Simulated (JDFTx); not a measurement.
**BaTiO3: density, localisation and related maps**

Input

```
lattice \
    7.6698627380     0.0000000000     0.0000000000 \
    0.0000000000     7.6698627380     0.0000000000 \
    0.0000000000     0.0000000000     7.6698627380
coords-type Lattice
ion Ba     0.5000000000     0.5000000000     0.5000000000 1
ion Ti     0.0000000000     0.0000000000     0.0000000000 1
ion O      0.0000000000     0.0000000000     0.5000000000 1
ion O      0.0000000000     0.5000000000     0.0000000000 1
ion O      0.5000000000     0.0000000000     0.0000000000 1

ion-species pseudo/Ba.upf
ion-species pseudo/Ti.upf
ion-species pseudo/O.upf
elec-cutoff 42 336
elec-ex-corr gga-PBEsol
kpoint-folding 7 7 7
elec-smearing Fermi 0.0018374661
elec-n-bands 27
electronic-SCF nIterations 100 energyDiffThreshold 1e-09
electronic-minimize nIterations 30 energyDiffThreshold 1e-7
forces-output-coords Cartesian

dump-name run.$VAR
dump End Ecomponents EigStats BandEigs Kpoints Forces Stress ElecDensity Dtot KEdensity
```

Command:

```sh
jdftx -c 1 -i BaTiO3.in -o BaTiO3.out
```

Below, planes, directions and counts refer to the conventional cell (a = 4.06 Å, b = 4.06 Å, c = 4.06 Å, α = 90.00°, β = 90.00°, γ = 90.00°).

Space group Pm-3m; computed pressure about −10 GPa in this cell.

Level of theory: JDFTx, Kohn-Sham DFT of a periodic cell, PBEsol, PseudoDojo-SR-PBEsol-0.4.1-standard.

The density is the valence pseudo-density of a pseudopotential calculation; it isn't the true density close to the nuclei.

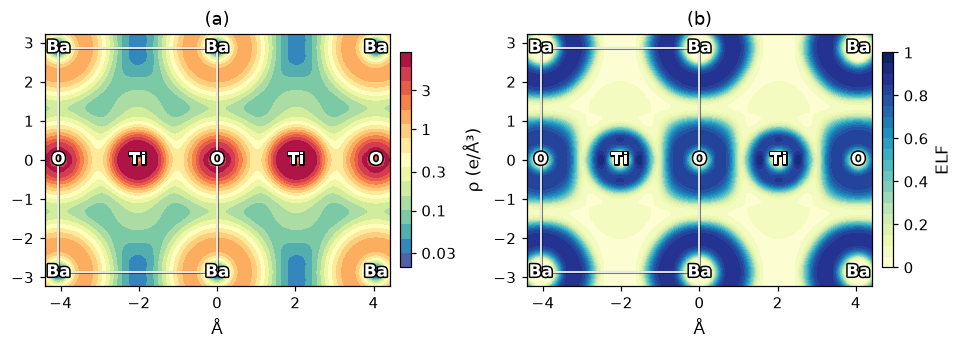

Figure 1. (a) valence pseudo-density; (b) electron localisation function on the (11̄0) plane of the conventional cell.

### What do the fields say about this system?

Atoms in the plane: Ba, Ti and O. Ti–O (2.03 Å): ρ is about 0.64 e/Å³ halfway; the ELF is about 0.15 at the midpoint (no localised pair shows between them). Ba–O (2.87 Å): ρ is about 0.18 e/Å³ halfway; the ELF is about 0.10 at the midpoint; a largely ionic contact. Between the atoms the lowest density in this plane is 0.03 e/Å³. The features right at Ba and Ti lie inside the core regions, where the map follows smoothed inner orbitals and isn't to be read closely.

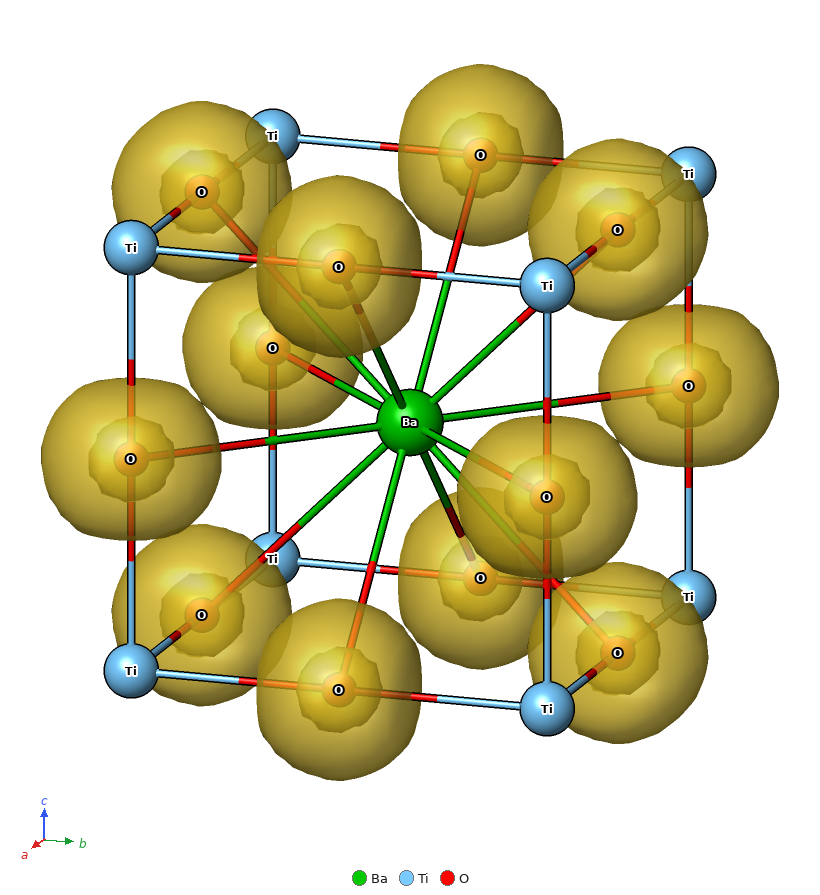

Figure 2. Isosurface of the ELF at 0.75 (yellow), seen slightly off an axis. Only the valence region is drawn (cores and ρ < 0.01 e/Å³ removed). Sticks mark near contacts.

### Describe the localisation domains.

The surface consists of three regions wrapped around O (the valence shell of each), counted in one cell of 5 atoms. Regions shared between cells count once.

### Metal or insulator at this level of theory?

It is gapped, with a Kohn–Sham gap of 1.7 eV on the k-point mesh (the band edges may lie off the mesh, which would make the gap smaller).
